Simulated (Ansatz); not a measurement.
# Al27Sc21N48: single-point calculation (part 2 of 2)

The same run, continued: Al27Sc21N48 (96 atoms in the cell); DFT, HSE06, PAW, plane waves (Ansatz 0.2.0); cutoff 420 eV, 1×1×1 k-mesh, Fermi–Dirac smearing of 0.01 eV. The structure was built on a prototype by a generator; it need not be a known phase.

```
hybrid outer 2: dexx = +1.893e-5 eV, tail = 5.36e-8 eV, Δε = 3.91e-3 eV (about 5.15e-5 eV left of the loop's levels), ΔF = 1.00e-2 eV/Å (tail 5.79e-4)
NSCF: frozen V_eff on 1 k-points
hybrid SCF converged: 2 outer / 15 inner (+4 warm-up), last move |dexx| = 1.89e-5 eV, tail = 5.36e-8 eV
Stability not checked: this state was not tested for a lower state beside it, because the functional holds exact exchange (a hybrid, or Hartree-Fock), whose exchange loop this test does not read (fock_operator; see scf.lower_state_search)
Free energy (F): -77952.173663 eV
Harris-Foulkes:  -77952.173663 eV  (|F-HF|=4.89e-9)
Internal energy: -77952.173663 eV  (E = F + TS)
E sigma→0 (E₀):  -77952.173663 eV
Fermi energy:    9.713712 eV
--- Per-component energies (eV) ---
  E_band       = -3507.391133
  E_kinetic    = 12626.065893
  E_local      = -30727.279534  (includes V_loc(G=0)·N_el)
  E_nonlocal   = 4041.203191
  E_hartree    = 11117.890101
  E_xc         = -5050.941597
  E_vxc        = -5845.122154  (∫ρ·V_xc dr)
  E_exx        = -1481.416568  (= α·E_x^exact, valence–valence)
  E_paw        = -38511.176836  (= ΣΔE_a)
  E_vpaw       = -2875.208545  (= ΣTr[D̂ρ^β])
  E_aug_tail   = 0.004870  (compensation charges beyond the density's cutoff)
  E_ewald      = -29960.834876
  E_core_change = -5.688311  (= ΣΔE_core)
  E_smearing   = -0.000000  (= −TS)
  E_closure    = 0.000003  (closes the sum)
  Σ components = -77952.173663   (vs F -77952.173663, Δ=0.00e0)
--- Forces (eV/Å), atoms counted from 1 ---
  atom   1  Al     0.05696399     0.00338069     0.10777801
  atom   2  Al    -0.04073768    -0.00117354     0.12841542
  atom   3  Al     0.10844290     0.02856806     0.01015268
  atom   4  Al    -0.01973694    -0.01250544     0.01240892
  atom   5  Al    -0.08241017     0.00266700     0.11309424
  atom   6  Al    -0.00880990    -0.00434947     0.05816008
  atom   7  Al    -0.10114634     0.13482744     0.10779800
  atom   8  Al    -0.11284298    -0.00226356     0.11452577
  atom   9  Al    -0.01329849    -0.05035987    -0.07902585
  atom  10  Al    -0.07154419     0.01337124     0.00023367
  atom  11  Al    -0.02409314     0.06085829     0.04957580
  atom  12  Al    -0.03954382     0.04269124     0.16299579
  atom  13  Al     0.00968868     0.05336691     0.11138370
  atom  14  Al    -0.04288858    -0.04142335    -0.03818110
  atom  15  Al    -0.00743699    -0.08708958    -0.05859947
  atom  16  Al    -0.07356312     0.08466062     0.02497415
  atom  17  Al     0.04781845    -0.00771401    -0.03858493
  atom  18  Al     0.03295279    -0.04529000    -0.08903846
  atom  19  Al     0.09638179    -0.00155578     0.04253171
  atom  20  Al     0.02642361    -0.07848800    -0.01392745
  atom  21  Al    -0.04782843     0.02197850    -0.04647265
  atom  22  Al    -0.01796870     0.03394763    -0.02683027
  atom  23  Al     0.03066718    -0.05632358    -0.02330539
  atom  24  Al     0.15234948     0.06596676    -0.05649429
  atom  25  Al     0.04844084    -0.01030639    -0.00184620
  atom  26  Al     0.11416396    -0.11706317     0.05382471
  atom  27  Al     0.00533545     0.03244742     0.09316286
  atom  28  Sc     0.06542672    -0.02758673     0.19587875
  atom  29  Sc    -0.06828349     0.10114973    -0.03698264
  atom  30  Sc     0.11016184    -0.00092691     0.14703831
  atom  31  Sc    -0.15945664     0.06135812     0.10755724
  atom  32  Sc     0.07759001    -0.08441211     0.19429901
  atom  33  Sc    -0.03265745     0.06678822     0.01071298
  atom  34  Sc    -0.12681025     0.04247194     0.28383987
  atom  35  Sc     0.08379116     0.01907685    -0.12106443
  atom  36  Sc     0.02378594    -0.12526562     0.03921662
  atom  37  Sc     0.07748563    -0.01263086     0.16146533
  atom  38  Sc     0.05742985     0.02546360     0.09214082
  atom  39  Sc     0.21916718    -0.12908133    -0.08353329
  atom  40  Sc    -0.15647451    -0.12033060     0.06057284
  atom  41  Sc    -0.06972049    -0.01058723    -0.02198258
  atom  42  Sc    -0.30037789    -0.08096561    -0.00218331
  atom  43  Sc     0.04197428    -0.01331168     0.06243869
  atom  44  Sc    -0.06629908    -0.07452021     0.03337440
  atom  45  Sc    -0.04738320    -0.01692724     0.04989307
  atom  46  Sc    -0.11325616     0.12980339    -0.11253965
  atom  47  Sc     0.12900501    -0.12005697     0.01174953
  atom  48  Sc    -0.00018908     0.03968273     0.11354731
  atom  49  N     -0.02486740    -0.02015537     0.01310702
  atom  50  N     -0.01608289     0.01917661    -0.02057159
  atom  51  N     -0.05416597     0.00582307    -0.13874569
  atom  52  N     -0.04173491     0.06104341     0.01779580
  atom  53  N      0.04519817    -0.08563703     0.05091375
  atom  54  N      0.16574441     0.01495787    -0.09326399
  atom  55  N     -0.05561293    -0.06568819    -0.08698520
  atom  56  N     -0.03455355     0.00812797     0.08367160
  atom  57  N      0.04803496    -0.05526365    -0.11036970
  atom  58  N      0.02932634    -0.03816766    -0.06049396
  atom  59  N     -0.04441293    -0.00400759     0.00085903
  atom  60  N     -0.04906102    -0.05960510    -0.11500599
  atom  61  N      0.01940690     0.00314901     0.02103758
  atom  62  N      0.02580516    -0.01642861    -0.07371639
  atom  63  N     -0.05513553     0.04239740    -0.10695602
  atom  64  N     -0.00264928     0.00415446     0.10692650
  atom  65  N     -0.03004003     0.01323675    -0.03564369
  atom  66  N     -0.04049165    -0.02756902     0.01326960
  atom  67  N      0.08001182    -0.07608701     0.03402062
  atom  68  N      0.03435530    -0.03342677    -0.08121924
  atom  69  N     -0.00213905    -0.07629513    -0.17174800
  atom  70  N      0.01860609     0.01676621    -0.00301634
  atom  71  N      0.11854345    -0.03644731    -0.14388818
  atom  72  N      0.05347705    -0.07997881    -0.11405525
  atom  73  N      0.09591237     0.10408423    -0.10843733
  atom  74  N      0.10879872     0.05282870    -0.09281617
  atom  75  N      0.03626326     0.06279190    -0.09651827
  atom  76  N     -0.00408245     0.01366475    -0.03096108
  atom  77  N     -0.07924893     0.07675949     0.03516309
  atom  78  N     -0.00198282     0.00991574    -0.00595870
  atom  79  N     -0.00633177    -0.00566651    -0.07386785
  atom  80  N      0.01557638    -0.12941722    -0.11331513
  atom  81  N      0.03807817    -0.02455022     0.01842912
  atom  82  N     -0.04517180     0.05831755     0.03747374
  atom  83  N     -0.15567755     0.07328045    -0.12719819
  atom  84  N     -0.04020829     0.08813903    -0.09595559
  atom  85  N      0.10037908     0.01839549    -0.07359392
  atom  86  N     -0.00124492    -0.01383161     0.06412518
  atom  87  N     -0.02743022     0.05227511     0.05023487
  atom  88  N      0.12219307    -0.11150006    -0.01920383
  atom  89  N     -0.03592700    -0.00861057     0.00349480
  atom  90  N     -0.06834804     0.08183919    -0.07460016
  atom  91  N     -0.02256446     0.02803923    -0.02035950
  atom  92  N      0.00685599     0.19037636    -0.04148822
  atom  93  N     -0.01477703     0.03202887    -0.12740794
  atom  94  N     -0.00182503    -0.00203744    -0.11506770
  atom  95  N      0.08320190    -0.08915436     0.06138481
  atom  96  N     -0.06065638     0.19629695     0.05665391
  max |Σ_I F_I| component: 3.58e-4 eV/Å
--- Band table (eV) ---
  k-point 0: bands = ["-43.5232", "-43.5140", "-43.4295", "-43.4241", "-43.3866", "-43.3409", "-43.2502", "-43.1720", "-43.1418", "-43.1349", ... 162 levels left out ..., "4.1982", "4.2982", "4.3476", "4.3903", "4.4927", "4.5195", "4.5873", "4.6570", "4.6644", "4.7262", "4.7779", "4.7999", "4.8435", "4.8650", "4.8973", "4.9456", "5.0211", "5.0534", "5.1078", "5.1339", "5.1510", "5.1760", "5.1898", "5.2524", "5.2877", "5.3185", "5.3337", "5.3703", "5.4191",
      "5.4311", "5.4593", "5.4870", "5.5428", "5.5743", "5.6415", "5.6493", "5.6861", "5.7165", "5.7372", "5.7496", "5.7885", "5.8288", "5.8307", "5.8627", "5.8764", "5.9189", "5.9269", "5.9552", "5.9823", "6.0178", "6.0323", "6.0529", "6.0858", "6.1038", "6.1296", "6.1380", "6.1745", "6.1924", "6.2063", "6.2264", "6.2314", "6.2379", "6.2741", "6.3114", "6.3151", "6.3476", "6.3680", "6.4134", "6.4222",
      "6.4521", "6.4719", "6.4759", "6.5187", "6.5422", "6.5615", "6.5845", "6.6030", "6.6376", "6.6644", "6.6783", "6.6910", "6.7212", "6.7436", "6.7859", "6.7902", "6.8074", "6.8335", "6.8500", "6.8730", "6.9223", "6.9371", "6.9567", "6.9845", "7.0090", "7.0503", "7.0623", "7.1348", "7.1509", "7.1986", "7.2351", "7.2413", "7.3033", "7.3726", "7.6854", "11.7420", "11.8955", "11.9592", "12.0566", "12.3465",
      "12.3793", "12.4434", "12.5059", "12.5836", "12.6768", "12.7001", "12.7253", "12.7535", "12.7833", "12.8761", "12.9028", "12.9153", "12.9986", "13.0483", "13.0967", "13.1662", "13.2456", "13.2800", "13.3030", "13.3262", "13.4480", "13.4719", "13.5107", "13.5246", "13.5571", "13.6311", "13.6777", "13.7309", "13.8150", "13.8284", "13.8676", "13.8852", "13.9131", "13.9874", "14.0045", "14.0339", "14.0661", "14.0944", "14.1480", "14.1550",
      "14.2002", "14.2178", "14.2899", "14.3275", "14.3412", "14.3697", "14.4059", "14.4382", "14.4507", "14.4770", "14.4942", "14.5734", "14.5947", "14.6229", "14.6670", "14.7006", "14.7440", "14.7749", "14.7980", "14.8440", "14.8818", "14.9059", "14.9432", "14.9949", "15.0120", "15.0293", "15.1212", "15.1342", "15.1615", "15.2338", "15.2894", "15.3085", "15.3449", "15.3785", "15.4189", "15.4625", "15.5192", "15.5235", "15.5558", "15.6472",
      "15.6851", "15.7271", "15.7528", "15.7621", "15.7950", "15.8243", "15.8789", "15.9222", "15.9415", "15.9497", "16.0105"]
--- Löwdin populations: 96 sites ---
  site symbol       q [e]
     0     Al      1.9435
     1     Al      1.9452
     2     Al      1.9835
     3     Al      1.9776
     4     Al      1.9564
     5     Al      1.9693
     6     Al      1.9610
     7     Al      1.9568
     8     Al      1.9677
     9     Al      2.0052
    10     Al      2.0061
    11     Al      2.0000
    12     Al      2.0158
    13     Al      1.9294
    14     Al      1.9436
    15     Al      1.9283
    16     Al      1.9952
    17     Al      1.9874
    18     Al      1.9866
    19     Al      1.9783
    20     Al      2.0367
    21     Al      1.9271
    22     Al      1.9977
    23     Al      1.9960
    24     Al      2.0078
    25     Al      2.0027
    26     Al      1.9571
    27     Sc      9.8903
    28     Sc      9.8788
    29     Sc      9.8048
    30     Sc      9.8419
    31     Sc      9.8785
    32     Sc      9.8299
    33     Sc      9.8492
    34     Sc      9.9102
    35     Sc      9.8828
    36     Sc      9.7819
    37     Sc      9.8173
    38     Sc      9.8833
    39     Sc      9.8456
    40     Sc      9.8409
    41     Sc      9.9126
    42     Sc      9.8834
    43     Sc      9.9140
    44     Sc      9.8290
    45     Sc      9.9142
    46     Sc      9.8604
    47     Sc      9.8630
    48      N      6.0472
    49      N      5.9356
    50      N      6.0451
    51      N      6.0686
    52      N      5.9914
    53      N      6.0014
    54      N      6.0388
    55      N      5.9905
    56      N      5.9921
    57      N      5.9536
    58      N      5.9891
    59      N      5.9951
    60      N      5.9391
    61      N      5.9884
    62      N      6.0475
    63      N      6.0296
    64      N      6.0345
    65      N      5.9567
    66      N      5.9981
    67      N      5.9926
    68      N      5.9238
    69      N      6.0101
    70      N      6.0581
    71      N      5.9778
    72      N      5.9855
    73      N      6.0594
    74      N      6.0001
    75      N      5.9982
    76      N      5.9379
    77      N      6.0358
    78      N      6.0741
    79      N      6.0034
    80      N      6.0304
    81      N      5.9813
    82      N      5.9960
    83      N      6.0554
    84      N      6.0111
    85      N      6.0249
    86      N      5.9693
    87      N      6.0133
    88      N      6.0315
    89      N      5.8697
    90      N      5.9546
    91      N      6.0307
    92      N      5.9885
    93      N      6.0348
    94      N      6.0210
    95      N      6.0105
  spilling = 0.006166 (of n_electrons = 552.000000)
```

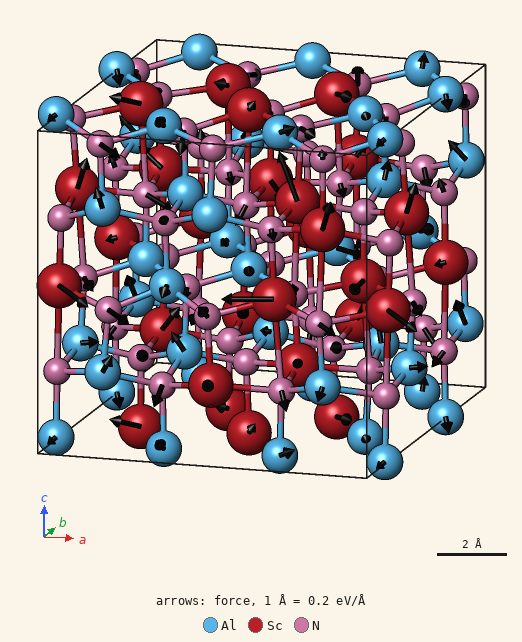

Figure 1. Forces on the atoms as black arrows (ball-and-stick view of the cell of the calculation, seen slightly off an axis); the smallest are left out. The largest act on Sc34, Sc42 (0.31 eV/Å); Sc39 (0.27 eV/Å); Sc32 (0.23 eV/Å); N83, N96 (0.21 eV/Å), among others. Atoms are counted from 1 in the order of the input and aren't labelled in the picture. 

## Summary

```tsv
quantity	value
outcome	converged
space group (tolerance 0.01 Å)	P1 (1)
electrons treated	552
free energy	−77952.1737 eV
Fermi energy	9.714 eV
largest force (length of the vector)	0.314 eV/Å
hardware	7 threads of Arm Neoverse-V2, shared host
wall time	7.2 min (CPU time 47 min)
peak memory	7.7 GiB
```

## Notes

The k-point mesh is coarse for a cell of this size, so the results may not be converged.
